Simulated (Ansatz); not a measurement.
# Run report: Ga$_{15}$P$_{16}$ (charge −1), geometry relaxation (part 3 of 3)

The same run, continued: Ga$_{15}$P$_{16}$ (defect cell, 31 atoms in the cell, total charge −1); DFT PBE, scalar-relativistic, plane waves, PAW, spin-polarised (Ansatz 0.2.0); cutoff 420 eV, 2×2×2 k-mesh, Gaussian smearing of 0.02 eV, collinear spins. The structure derives from a Materials Project entry. It belongs to a series of runs on one base structure; here: V_Ga, charge -1, atoms relaxed at the host's cell.

**Output, continued**
```
--- Relaxed structure (3 steps of the walk, 3 accepted, 0 SCFs on fresh bases) ---
  F+E_penalty+E_count = -68839.20579090 eV   max|allowed force component| = 1.131e-2 eV/Å
  atoms:
    - { symbol: Ga, position: [0.5000747085563026, 0.7441194403506866, 0.7503091978793177] }
    - { symbol: Ga, position: [0.5000341913360168, -0.0003450818511300505, 0.5003159115420895] }
    - { symbol: Ga, position: [0.74456594623001, 0.2501569868517557, 0.00037278742139526533] }
    - { symbol: Ga, position: [0.5000806548113602, 0.24985638590854367, 0.24499825162870362] }
    - { symbol: Ga, position: [0.7442166608413197, 0.4999218662858491, 0.750668455610692] }
    - { symbol: Ga, position: [0.7498406220866722, 0.7492696213910776, 0.4944697925940925] }
    - { symbol: Ga, position: [8.470734111973386e-5, -0.0002511330094170396, 0.00037914762296234656] }
    - { symbol: Ga, position: [0.7496988385584051, -0.006225769834997896, 0.24975108726638023] }
    - { symbol: Ga, position: [0.005151884021983216, 0.25462215021682744, 0.7550962346295274] }
    - { symbol: Ga, position: [7.600745833751703e-5, 0.49975890097332326, 0.5004284154760159] }
    - { symbol: Ga, position: [0.25053974242939825, 0.7444844106633193, 0.00011278682398699336] }
    - { symbol: Ga, position: [-0.0052812238134367084, 0.7495835085522482, 0.2501518474490368] }
    - { symbol: Ga, position: [0.2557237888978282, 0.0059065555884826315, 0.7560217221269985] }
    - { symbol: Ga, position: [0.2559229489176962, 0.2556626174368128, 0.5063921171657353] }
    - { symbol: Ga, position: [0.25054858246096734, 0.4996954219498301, 0.2451017422293481] }
    - { symbol: P, position: [0.25958381363912914, 0.4992844440725937, -0.0001378732324264359] }
    - { symbol: P, position: [0.2511965812629749, 0.7504544319796206, 0.7511965788373817] }
    - { symbol: P, position: [0.24986005602702113, 0.000581639848271448, 0.5010387759092708] }
    - { symbol: P, position: [0.5001547294279274, 0.26078158477889113, 0.0008802958232375646] }
    - { symbol: P, position: [0.251028765570973, 0.25065616964517157, 0.25083090269108177] }
    - { symbol: P, position: [0.5000116073954817, 0.5001371101963938, 0.7618148357529515] }
    - { symbol: P, position: [0.5002217664457185, 0.7488457596251425, 0.4997737376646646] }
    - { symbol: P, position: [0.7490056252953903, -0.000766842839687476, 0.0001934069918365089] }
    - { symbol: P, position: [0.5001721186309936, -0.0008871259706000473, 0.24940327075597554] }
    - { symbol: P, position: [0.7502689954779139, 0.25078077506768703, 0.7512288894820396] }
    - { symbol: P, position: [0.7490805098564495, 0.4996284914842772, 0.49985557897667426] }
    - { symbol: P, position: [-0.00030425252700705396, 0.7487522592877364, 0.0002753532809554038] }
    - { symbol: P, position: [0.7398769471071984, 0.7389544927496161, 0.2397309882822935] }
    - { symbol: P, position: [0.0005097492497692091, 0.00018222021502600771, 0.7498366149589081] }
    - { symbol: P, position: [0.00046599332535421367, 0.2490566272444722, 0.5004987073002073] }
    - { symbol: P, position: [-0.00038622551926792426, 0.4996810844421772, 0.249390779258667] }
--- Löwdin populations: 31 sites ---
  site symbol       q [e]    m [muB]
     0     Ga     12.9757    -0.0006
     1     Ga     12.9725     0.0092
     2     Ga     12.9753    -0.0000
     3     Ga     12.9757    -0.0009
     4     Ga     12.9752     0.0003
     5     Ga     12.9755    -0.0004
     6     Ga     12.9721     0.0099
     7     Ga     12.9754    -0.0001
     8     Ga     12.9756    -0.0010
     9     Ga     12.9720     0.0101
    10     Ga     12.9754    -0.0005
    11     Ga     12.9755    -0.0007
    12     Ga     12.9753     0.0000
    13     Ga     12.9754     0.0000
    14     Ga     12.9754    -0.0004
    15      P      5.0540     0.3716
    16      P      5.0264     0.0441
    17      P      5.0262     0.0448
    18      P      5.0584     0.3552
    19      P      5.0266     0.0426
    20      P      5.0615     0.3438
    21      P      5.0266     0.0418
    22      P      5.0264     0.0445
    23      P      5.0265     0.0427
    24      P      5.0260     0.0456
    25      P      5.0265     0.0434
    26      P      5.0261     0.0457
    27      P      5.0570     0.3599
    28      P      5.0264     0.0438
    29      P      5.0263     0.0444
    30      P      5.0262     0.0455
  spilling = 0.003010 (of n_electrons = 276.000000)
```

**File populations.tsv**
```
# site	symbol	l	j	q_up	q_dn
# orbitals = lowdin
# n_electrons = 276.000000
# spilling = 0.003010
0	Ga	0_4S	-	0.552064	0.554615
0	Ga	1_4P	-	0.942421	0.941246
0	Ga	2_3D	-	4.993049	4.992277
1	Ga	0_4S	-	0.553849	0.555572
1	Ga	1_4P	-	0.944051	0.933504
1	Ga	2_3D	-	4.992959	4.992597
2	Ga	0_4S	-	0.552355	0.554864
2	Ga	1_4P	-	0.942210	0.940510
2	Ga	2_3D	-	4.993078	4.992281
3	Ga	0_4S	-	0.551953	0.554589
3	Ga	1_4P	-	0.942433	0.941451
3	Ga	2_3D	-	4.993046	4.992262
4	Ga	0_4S	-	0.552488	0.554907
4	Ga	1_4P	-	0.942184	0.940271
4	Ga	2_3D	-	4.993080	4.992300
5	Ga	0_4S	-	0.552169	0.554746
5	Ga	1_4P	-	0.942302	0.940927
5	Ga	2_3D	-	4.993064	4.992272
6	Ga	0_4S	-	0.554146	0.555878
6	Ga	1_4P	-	0.943862	0.932594
6	Ga	2_3D	-	4.992979	4.992618
7	Ga	0_4S	-	0.552266	0.554794
7	Ga	1_4P	-	0.942301	0.940670
7	Ga	2_3D	-	4.993071	4.992275
8	Ga	0_4S	-	0.551922	0.554648
8	Ga	1_4P	-	0.942354	0.941415
8	Ga	2_3D	-	4.993058	4.992239
9	Ga	0_4S	-	0.554207	0.555943
9	Ga	1_4P	-	0.943836	0.932377
9	Ga	2_3D	-	4.992983	4.992621
10	Ga	0_4S	-	0.552132	0.554764
10	Ga	1_4P	-	0.942268	0.940936
10	Ga	2_3D	-	4.993071	4.992255
11	Ga	0_4S	-	0.552083	0.554730
11	Ga	1_4P	-	0.942281	0.941120
11	Ga	2_3D	-	4.993065	4.992256
12	Ga	0_4S	-	0.552352	0.554849
12	Ga	1_4P	-	0.942235	0.940524
12	Ga	2_3D	-	4.993075	4.992283
13	Ga	0_4S	-	0.552349	0.554802
13	Ga	1_4P	-	0.942278	0.940588
13	Ga	2_3D	-	4.993068	4.992295
14	Ga	0_4S	-	0.552136	0.554762
14	Ga	1_4P	-	0.942293	0.940927
14	Ga	2_3D	-	4.993068	4.992258
15	P	0_3S	-	0.748086	0.721622
15	P	1_3P	-	1.964715	1.619593
16	P	0_3S	-	0.682095	0.681398
16	P	1_3P	-	1.853174	1.809757
17	P	0_3S	-	0.682067	0.681420
17	P	1_3P	-	1.853431	1.809281
18	P	0_3S	-	0.748389	0.722584
18	P	1_3P	-	1.958380	1.629006
19	P	0_3S	-	0.681840	0.681211
19	P	1_3P	-	1.852763	1.810824
20	P	0_3S	-	0.748511	0.723277
20	P	1_3P	-	1.954104	1.635573
21	P	0_3S	-	0.681677	0.681112
21	P	1_3P	-	1.852516	1.811314
22	P	0_3S	-	0.682119	0.681427
22	P	1_3P	-	1.853311	1.809524
23	P	0_3S	-	0.681825	0.681232
23	P	1_3P	-	1.852796	1.810689
24	P	0_3S	-	0.682168	0.681499
24	P	1_3P	-	1.853665	1.808705
25	P	0_3S	-	0.681948	0.681283
25	P	1_3P	-	1.853003	1.810314
26	P	0_3S	-	0.682253	0.681523
26	P	1_3P	-	1.853633	1.808682
27	P	0_3S	-	0.748286	0.722288
27	P	1_3P	-	1.960187	1.626281
28	P	0_3S	-	0.682009	0.681342
28	P	1_3P	-	1.853129	1.809949
29	P	0_3S	-	0.682096	0.681396
29	P	1_3P	-	1.853264	1.809549
30	P	0_3S	-	0.682217	0.681492
30	P	1_3P	-	1.853607	1.808862
```

**Trajectory as extended XYZ (Å, eV, eV/Å), 3 frames, from step=1 to step=3**
```
31
Lattice="-5.5051 5.5051 5.5051 5.5051 -5.5051 5.5051 5.5051 5.5051 -5.5051" Properties=species:S:1:pos:R:3:forces:R:3 step=1 energy=-68839.17736
Ga    5.4947    2.7810    2.7245   -0.1856   0.0779  -0.0640
Ga    0.0003    5.5089   -0.0020   -0.0054  -0.0001   0.0011
Ga   -2.7283    2.7303    5.4924    0.0724  -0.0715  -0.1732
Ga   -0.0101    2.7297    2.7760   -0.1406  -0.0307   0.0203
Ga    2.7777    5.4974    2.7267    0.0210  -0.1413  -0.0276
Ga    2.7272    2.7324    5.5119   -0.0199   0.0033   0.1276
Ga    0.0013    0.0028   -0.0027    0.0021  -0.0012   0.0060
Ga   -2.7776    5.5177    2.7261   -0.1186   0.2170  -0.1137
Ga    5.5124    2.7780   -2.7323    0.1375   0.0161   0.0168
Ga    5.5041    0.0026   -0.0031    0.0004  -0.0017   0.0004
Ga    2.7285   -2.7269    5.4974   -0.0244   0.0303  -0.1428
Ga    5.5134   -2.7735    2.7272    0.0973   0.0377   0.0108
Ga    2.7778    5.5164   -2.7291    0.0361   0.1392   0.0262
Ga    2.7765    2.7815    0.0090    0.0719   0.0751   0.1870
Ga    2.7302   -0.0051    2.7733   -0.0161  -0.1342   0.0128
P     1.3496   -1.3477    4.1500   -0.0583   0.0433   0.0690
P     6.8843    1.3840    1.3790   -0.0031  -0.0851  -0.0002
P     1.3823    4.1287   -1.3806   -0.0979  -0.0024  -0.0084
P    -1.3309    1.3344    4.1610   -0.0085   0.0219   0.0877
P     1.3805    1.3825    1.3807   -0.0008   0.0159  -0.0949
P     4.1712    4.1860    1.3329    0.0541  -0.0862  -0.0479
P     4.1230    1.3843    4.1231    0.0812  -0.0092   0.0072
P    -4.1245    4.1276    4.1191   -0.0030  -0.0048   0.0899
P    -1.3826    4.1288    1.3790    0.0855   0.0066  -0.0102
P     1.3835    6.8874    1.3777   -0.0952   0.0026  -0.0004
P     1.3782    4.1254    4.1229    0.0154   0.1043  -0.0167
P     4.1247   -4.1223    4.1221    0.0018   0.0029   0.0864
P     1.3251    1.3656    6.8374    0.1089  -0.2463   0.0314
P     4.1259    4.1285   -4.1251   -0.0103  -0.0048  -0.0991
P     4.1226    1.3860   -1.3821    0.0078  -0.0793  -0.0005
P     4.1245   -1.3806    1.3759   -0.0055   0.1046   0.0188
31
Lattice="-5.5051 5.5051 5.5051 5.5051 -5.5051 5.5051 5.5051 5.5051 -5.5051" Properties=species:S:1:pos:R:3:forces:R:3 step=2 energy=-68839.20367
Ga    5.4798    2.7860    2.7203   -0.0612   0.0091  -0.0099
Ga    0.0002    5.5090   -0.0034   -0.0083   0.0009  -0.0025
Ga   -2.7206    2.7262    5.4836    0.0131  -0.0166  -0.0585
Ga   -0.0233    2.7271    2.7813   -0.0463   0.0030  -0.0075
Ga    2.7883    5.4826    2.7147   -0.0013  -0.0317   0.0062
Ga    2.7172    2.7251    5.5259    0.0072   0.0096   0.0338
Ga    0.0002    0.0040   -0.0022   -0.0002   0.0014  -0.0012
Ga   -2.7826    5.5260    2.7230   -0.0303   0.0783  -0.0298
Ga    5.5235    2.7849   -2.7282    0.0421  -0.0102  -0.0044
Ga    5.5056    0.0028   -0.0033    0.0024   0.0088  -0.0010
Ga    2.7212   -2.7202    5.4821    0.0009  -0.0037  -0.0470
Ga    5.5293   -2.7808    2.7179    0.0208   0.0249   0.0238
Ga    2.7855    5.5325   -2.7220   -0.0004   0.0444  -0.0019
Ga    2.7845    2.7896    0.0208    0.0156   0.0135   0.0554
Ga    2.7195   -0.0154    2.7795    0.0080  -0.0369  -0.0017
P     1.3248   -1.3262    4.1718   -0.0130   0.0115   0.0201
P     6.8831    1.3865    1.3784    0.0137  -0.0286   0.0095
P     1.3834    4.1303   -1.3819   -0.0207  -0.0084  -0.0068
P    -1.3163    1.3255    4.1825   -0.0079   0.0085   0.0114
P     1.3784    1.3861    1.3794    0.0056  -0.0011  -0.0218
P     4.1931    4.1925    1.3129    0.0043  -0.0263  -0.0035
P     4.1187    1.3825    4.1257    0.0340   0.0099  -0.0116
P    -4.1270    4.1266    4.1212    0.0091  -0.0041   0.0255
P    -1.3843    4.1302    1.3750    0.0338  -0.0130   0.0136
P     1.3838    6.8862    1.3765   -0.0210   0.0065   0.0075
P     1.3805    4.1277    4.1207    0.0021   0.0141   0.0010
P     4.1262   -4.1227    4.1183   -0.0107   0.0086   0.0234
P     1.3186    1.3275    6.8257    0.0272  -0.0490   0.0051
P     4.1237    4.1299   -4.1260   -0.0052  -0.0062  -0.0204
P     4.1248    1.3871   -1.3813   -0.0093  -0.0308  -0.0081
P     4.1258   -1.3773    1.3789   -0.0042   0.0137   0.0015
31
Lattice="-5.5051 5.5051 5.5051 5.5051 -5.5051 5.5051 5.5051 5.5051 -5.5051" Properties=species:S:1:pos:R:3:forces:R:3 step=3 energy=-68839.20579
Ga    5.4740    2.7870    2.7189    0.0018  -0.0006   0.0034
Ga   -0.0003    5.5089   -0.0035   -0.0010  -0.0019   0.0025
Ga   -2.7197    2.7238    5.4740   -0.0018   0.0018  -0.0049
Ga   -0.0288    2.7263    2.7797   -0.0014   0.0046  -0.0057
Ga    2.7876    5.4774    2.7166   -0.0071   0.0024   0.0047
Ga    2.7190    2.7253    5.5307    0.0049   0.0061   0.0014
Ga    0.0002    0.0039   -0.0030    0.0027  -0.0030   0.0002
Ga   -2.7865    5.5364    2.7180   -0.0027   0.0047  -0.0013
Ga    5.5303    2.7835   -2.7268    0.0042  -0.0047  -0.0032
Ga    5.5057    0.0041   -0.0033   -0.0006   0.0005   0.0009
Ga    2.7198   -2.7186    5.4771    0.0026  -0.0015  -0.0026
Ga    5.5327   -2.7785    2.7204   -0.0022   0.0098   0.0066
Ga    2.7867    5.5373   -2.7217   -0.0038  -0.0005  -0.0042
Ga    2.7863    2.7892    0.0286   -0.0016  -0.0035   0.0013
Ga    2.7209   -0.0223    2.7809    0.0034  -0.0051  -0.0050
P     1.3188   -1.3203    4.1784    0.0002  -0.0006   0.0052
P     6.8839    1.3870    1.3788   -0.0025  -0.0049  -0.0011
P     1.3860    4.1306   -1.3796   -0.0063  -0.0028  -0.0058
P    -1.3129    1.3226    4.1842   -0.0035   0.0018   0.0027
P     1.3788    1.3829    1.3810   -0.0017   0.0088  -0.0037
P     4.1946    4.1932    1.3121    0.0007  -0.0074  -0.0002
P     4.1200    1.3826    4.1250    0.0008  -0.0015  -0.0001
P    -4.1265    4.1287    4.1181   -0.0039  -0.0036   0.0058
P    -1.3854    4.1314    1.3756    0.0067  -0.0023  -0.0022
P     1.3859    6.8853    1.3753   -0.0033   0.0035   0.0033
P     1.3785    4.1250    4.1225    0.0074   0.0058  -0.0049
P     4.1252   -4.1221    4.1188    0.0013  -0.0003   0.0001
P     1.3147    1.3248    6.8214    0.0083  -0.0098   0.0021
P     4.1261    4.1297   -4.1241   -0.0062  -0.0019  -0.0065
P     4.1238    1.3868   -1.3817    0.0049   0.0009   0.0001
P     4.1259   -1.3800    1.3758   -0.0002   0.0052   0.0113
```

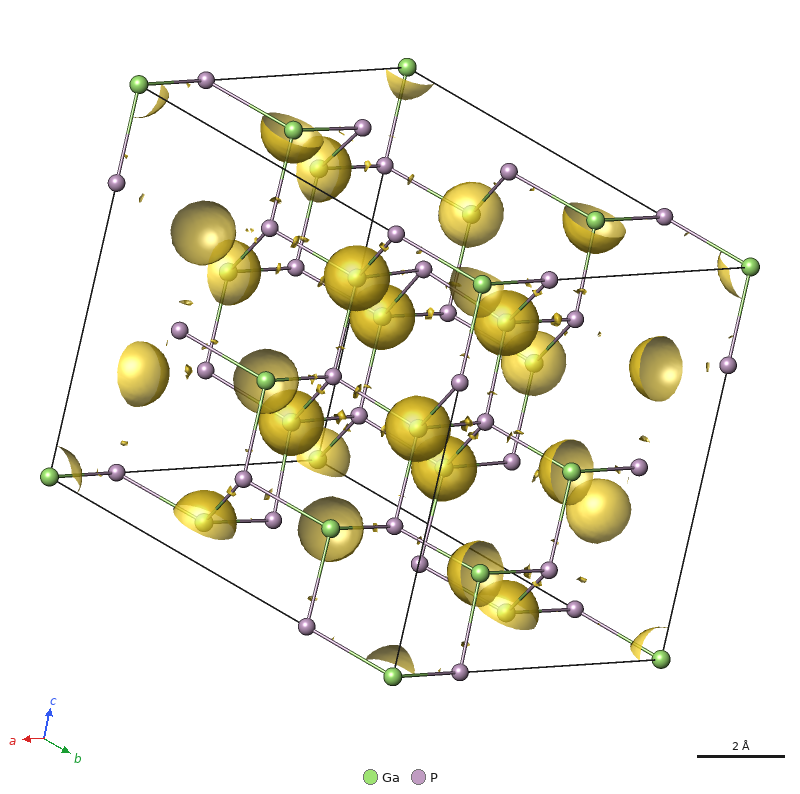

Figure 1. Isosurface of the valence pseudo-density at 0.8 e/Å³ (yellow), seen at an oblique angle. Sticks mark near contacts. The outline is the calculation cell. At this value the density breaks into separate islands; it holds about 50 % of the electrons treated as valence (semicore included). It is pinched off along the Ga–P (2.36 Å) and Ga–P (2.40 Å) contacts. On the grid the lowest density along these lines, outside the cores, is 0.5 e/Å³ (Ga–P, 2.36 Å) and 0.49 e/Å³ (Ga–P, 2.40 Å). In a PAW calculation such maps are meaningful between the atoms, not at the nuclei.

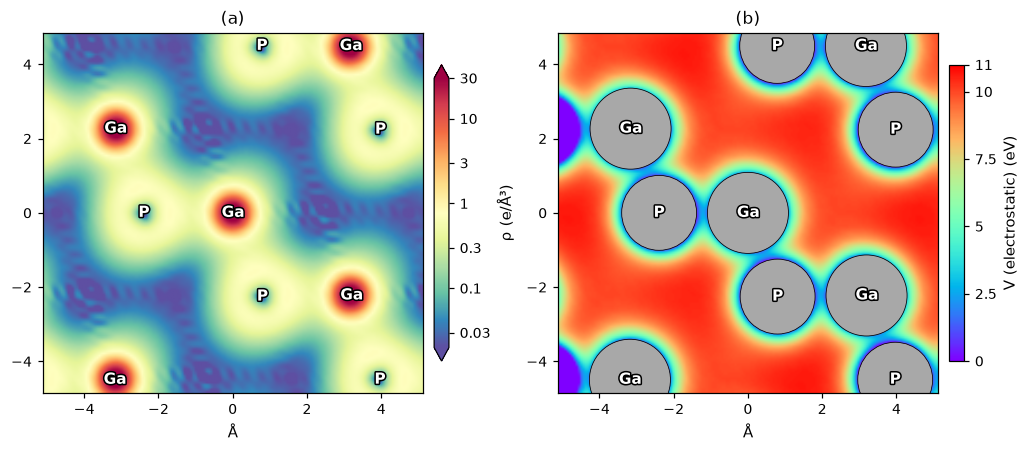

Figure 2. (a) valence charge density (pseudo); (b) electrostatic potential (local pseudopotential plus Hartree) felt by an electron on the (010) plane of the calculation cell. Grey discs, where drawn, cover atomic cores. Atoms in the plane: Ga and P. Ga–P (2.39 Å): ρ is about 0.51 e/Å³ halfway. The density dies away to nearly zero in the voids. Outside the cores the potential energy rises away from the atoms and is highest about 2.2 Å from the nearest atoms; outside the discs it spans about 10 eV, and its zero is arbitrary.
